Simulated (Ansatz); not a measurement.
System: Mo13S27 (cell with a defect).

The calculation's input:

```
crystal:
  lattice:
    - [-1.5925883304, -6.4363691089, -7.4383322291]
    - [-4.7777649912, 4.5974065063, -7.4383322291]
    - [6.3703533216, 1.8389626025, -7.4383322291]
  atoms:
    - { symbol: Mo, position: [0.923299155, 0.7694530011, 0.3079145396] }
    - { symbol: Mo, position: [0.8463760781, 0.5386837704, 0.6156068473] }
    - { symbol: Mo, position: [0.6925299242, 0.0771453088, 0.2309914627] }
    - { symbol: Mo, position: [0.6156068473, 0.8463760781, 0.5386837704] }
    - { symbol: Mo, position: [0.4617606934, 0.3848376165, 0.1540683857] }
    - { symbol: Mo, position: [0.2309914627, 0.6925299242, 0.0771453088] }
    - { symbol: Mo, position: [0.7694530011, 0.3079145396, 0.923299155] }
    - { symbol: Mo, position: [0.5386837704, 0.6156068473, 0.8463760781] }
    - { symbol: Mo, position: [0.3848376165, 0.1540683857, 0.4617606934] }
    - { symbol: Mo, position: [0.3079145396, 0.923299155, 0.7694530011] }
    - { symbol: Mo, position: [0.1540683857, 0.4617606934, 0.3848376165] }
    - { symbol: Mo, position: [0.0002222319, 0.0002222319, 0.0002222319] }
    - { symbol: Mo, position: [0.0771453088, 0.2309914627, 0.6925299242] }
    - { symbol: S, position: [0.5199438424, 0.3660976885, 0.904559227] }
    - { symbol: S, position: [0.4430207655, 0.1353284578, 0.2122515347] }
    - { symbol: S, position: [0.2891746116, 0.6737899962, 0.8276361501] }
    - { symbol: S, position: [0.2122515347, 0.4430207655, 0.1353284578] }
    - { symbol: S, position: [0.0584053808, 0.9814823039, 0.7507130731] }
    - { symbol: S, position: [0.8276361501, 0.2891746116, 0.6737899962] }
    - { symbol: S, position: [0.3660976885, 0.904559227, 0.5199438424] }
    - { symbol: S, position: [0.1353284578, 0.2122515347, 0.4430207655] }
    - { symbol: S, position: [0.9814823039, 0.7507130731, 0.0584053808] }
    - { symbol: S, position: [0.904559227, 0.5199438424, 0.3660976885] }
    - { symbol: S, position: [0.7507130731, 0.0584053808, 0.9814823039] }
    - { symbol: S, position: [0.5972605782, 0.60058467, 0.6012274648] }
    - { symbol: S, position: [0.6737899962, 0.8276361501, 0.2891746116] }
    - { symbol: S, position: [0.6599867719, 0.506140618, 0.0446021565] }
    - { symbol: S, position: [0.5803896539, 0.268188422, 0.3534752554] }
    - { symbol: S, position: [0.4292175411, 0.8138329257, 0.9676790796] }
    - { symbol: S, position: [0.3453533196, 0.5871159187, 0.2841879489] }
    - { symbol: S, position: [0.1984483103, 0.1215252334, 0.8907560026] }
    - { symbol: S, position: [0.9676790796, 0.4292175411, 0.8138329257] }
    - { symbol: S, position: [0.506140618, 0.0446021565, 0.6599867719] }
    - { symbol: S, position: [0.2788286891, 0.3545895825, 0.5762775012] }
    - { symbol: S, position: [0.1215252334, 0.8907560026, 0.1984483103] }
    - { symbol: S, position: [0.0446021565, 0.6599867719, 0.506140618] }
    - { symbol: S, position: [0.8907560026, 0.1984483103, 0.1215252334] }
    - { symbol: S, position: [0.7369098488, 0.7369098488, 0.7369098488] }
    - { symbol: S, position: [0.8138329257, 0.9676790796, 0.4292175411] }
    - { symbol: S, position: [0.4870089098, 0.4826002052, 0.4580929518] }
  host:
    lattice:
      - [1.5925883304, 0.9194813013, 7.4383322291]
      - [-1.5925883304, 0.9194813013, 7.4383322291]
      - [0.0, -1.8389626025, 7.4383322291]
    atoms:
      - { symbol: Mo, position: [0.9997777681, 0.9997777681, 0.9997777681] }
      - { symbol: S, position: [0.4031330807, 0.4031330807, 0.4031330807] }
      - { symbol: S, position: [0.2630901512, 0.2630901512, 0.2630901512] }
basis:
  ecutwfc: 420
  xc_grid: 2
kpoints:
  mp_grid: { grid: [2, 2, 2], shift: [0.5, 0.5, 0.5] }
hamiltonian:
  xc: pbe
scf:
  occupations: { method: gaussian, width: 0.01 }
output:
  forces: true
  stress: false
  eigenvalues: true
  charged_corrections:
    defect_position: [0.48317308, 0.48076923, 0.47355769]
    epsilon: [[12.8691, 0.0, 0.0], [0.0, 12.8691, 0.0], [0.0, 0.0, 3.2679]]
  write_density: true
  write_potential: true
  elf: true
  volumetric_format: npy
relax:
  adjacent_minimum: "off"
  f_tol: 0.025
  max_steps: 45
```

Launched as:

```sh
ansatz run input.yaml --threads 4 --pin off --max-ram 10240MiB --backend cpu --events-out ev --progress --plain --runs-dir out
```

The fields are those of the run's last geometry, not of the input's.

Computed without spin polarisation.

Method: DFT PBE, scalar-relativistic, plane waves, PAW in Ansatz.

**What will maps of the valence pseudo-density and electron localisation function show?**

S–S (1.94 Å): ρ is about 1.2 e/Å³ halfway; the ELF peaks at about 0.85 between the atoms: localised, covalent bonding.

**Does the calculation give a band gap?**

It is gapped, with a Kohn–Sham gap of 1.8 eV on the k-point mesh (the band edges may lie off the mesh, which would make the gap smaller).

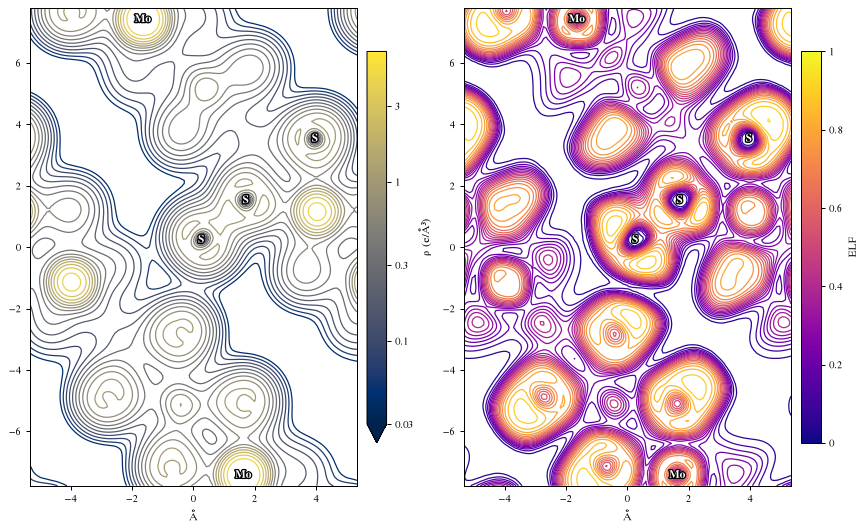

Computed valence pseudo-density and electron localisation function on the (11̄0) plane of the calculation cell, in this order. Atoms just off the plane (Mo, 0.4 Å away and S, 0.4 Å away) can leave unmarked features too.

The density is the valence pseudo-density of a PAW calculation; it isn't the true density close to the nuclei.
